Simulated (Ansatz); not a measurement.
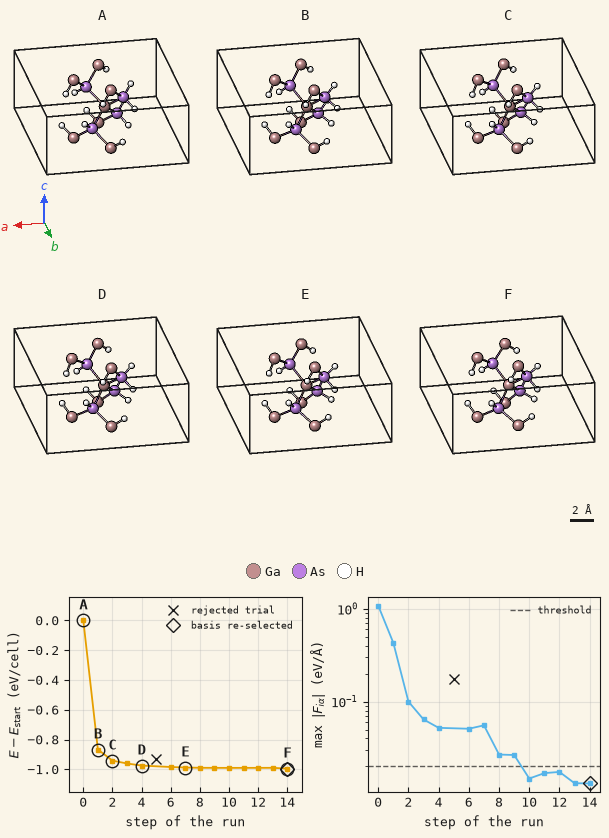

Frames of a relaxation of a wire of composition GaAsH₃, marked on the history of the run. A ball-and-stick model of the cell of the calculation, with the vacuum cut short, seen from a free direction.

Case: wire along [0 0 1], 8 atoms a period, capped with H.

Method: Ansatz 0.2.0, DFT PBE, scalar-relativistic, plane waves, PAW. Set-up: plane-wave cutoff 420 eV; k-point mesh 1 × 1 × 10; occupations gaussian; smearing width 0.05 eV; no spin polarisation; cell relaxed at fixed a, b, alpha, beta, gamma; force threshold 0.02 eV/Å; at most 45 steps.

**Describe the path.**

The largest moves relative to the layer's centre, 0.54 Å, are those of H atoms. Largest moves by element: H 0.54 Å, Ga 0.31 Å, As 0.30 Å. Along the periodic axis the drawn cell goes c 5.745 → 5.897 Å (+2.6 %). Among the contacts that change: As–Ga 2.488 → 2.559 Å, As–Ga 2.488 → 2.528 Å, As–Ga 2.488 → 2.452 Å, As–Ga 2.488 → 2.506 Å. Among the angles between lasting bonds that change: H–Ga–H 109.5° → 125.7°, As–Ga–As 109.5° → 96.5°, H–As–H 109.5° → 96.8°. After 12 accepted moves (14 points after the start) the energy has fallen by 0.995 eV per cell of the calculation. The largest force component goes from 1.1 to 0.013 eV/Å. The line search rejected the trial step at point 5 of the run. The SCF was repeated once at an unchanged geometry on a basis and grid sized afresh for the cell, which shifted the energy by 5.4 meV per cell of the calculation at most. The run took 6.2 min on 4 threads of Intel(R) Xeon(R) Platinum 8259CL CPU @ 2.50GHz (Skylake/Cascade Lake) (shared host), peak memory 2.9 GiB. From step 0 to 1: As and Ga atoms move most (0.19 Å), energy −0.867 eV per cell of the calculation. From step 1 to 2: H atoms move most (0.12 Å), energy −74.8 meV per cell of the calculation. From step 2 to 4: H atoms move most (0.18 Å), energy −33.1 meV per cell of the calculation. From step 4 to 7: H atoms move most (0.19 Å), energy −13.2 meV per cell of the calculation. From step 7 to 14: H atoms move most (0.13 Å), energy −7.3 meV per cell of the calculation.
